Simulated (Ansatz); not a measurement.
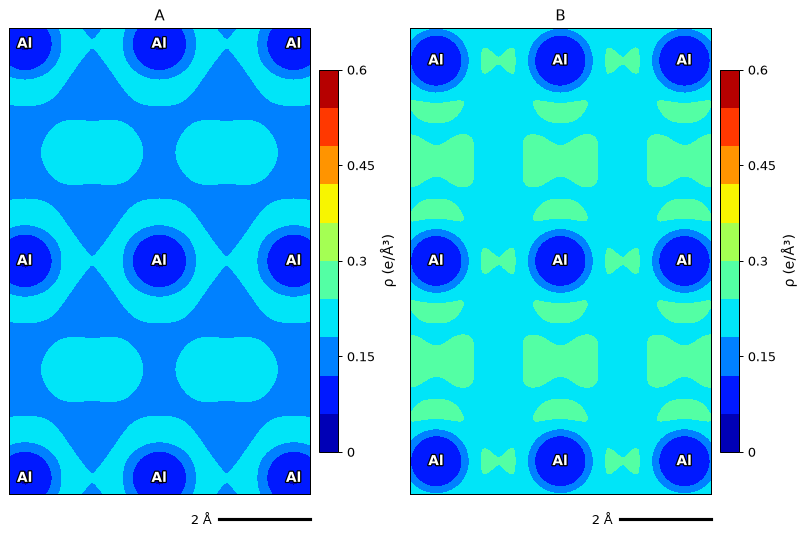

Al. The valence electron density of two cells that differ in size, on the (010) plane of each (indices in the axes of the calculation cell), at one length scale and on one colour scale; one has 14.1 and the other 17.9 Å³ an atom.

Level of theory: Ansatz, DFT, r2SCAN, plane waves (500 eV) with PAW, scalar-relativistic.

In a PAW calculation such maps are meaningful between the atoms, not at the nuclei.

The larger cell:

```
Al
1.0
     2.94903    0.00000    0.00000
    -1.47452    2.55394    0.00000
     0.00000    0.00000    4.76062
Al
2
Direct
  0.33333 0.66667 0.25000
  0.66667 0.33333 0.75000
```

The smaller cell: a = 2.721 Å, b = 2.721 Å, c = 4.393 Å, α = 90.00°, β = 90.00°, γ = 120.00°.

Question: Which panel shows the smaller cell, and what does the compression change?

Answer: Panel B is the smaller cell, by 21 % in volume. From the larger cell to the smaller, Al–Al goes from 2.95 to 2.72 Å, and the density at its midpoint from 0.18 to 0.24 e/Å³; the pressure goes from −8 to 15 GPa.
